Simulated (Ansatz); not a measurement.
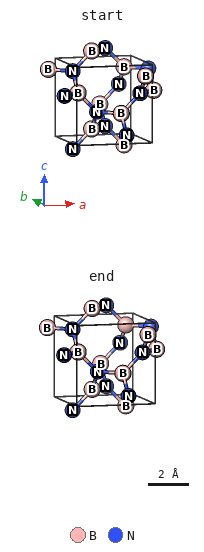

The structure of crystalline BN (a generated structure, set up in P4_132) (coarse preliminary run) before (top) and after (bottom) a relaxation, at one scale.

The picture is a ball-and-stick view of the cell of the calculation, seen slightly off an axis.

The calculation used DFT PBE, scalar-relativistic, plane waves, PAW in Ansatz 0.2.0. Set-up: plane-wave cutoff 420 eV; k-point mesh 4 × 4 × 4; occupations gaussian; smearing width 0.1 eV; no spin polarisation; cell and atoms relaxed; force threshold 0.04 eV/Å; at most 70 steps.

Summarise the run.

Answer. Over 4 accepted moves (6 points after the start) the energy falls by 79.8 meV per atom. All forces vanish by symmetry, so only the cell relaxes. The pressure goes from 29.91 to 0.05 GPa. The SCF was repeated twice at an unchanged geometry on a basis and grid sized afresh for the cell, which shifted the energy by 6.1 meV per atom at most. No atom moves by more than 0.005 Å relative to the cell. Cell: a = b = c 4.019 → 4.166 Å (+3.7 %). Volume +11.4 %. Among the contacts that change: B–N 1.421 → 1.473 Å. The space group stays P4_132 (No. 213). Cost: 13 s on 1 thread of Arm Neoverse V1 (shared host), peak memory 0.28 GiB.
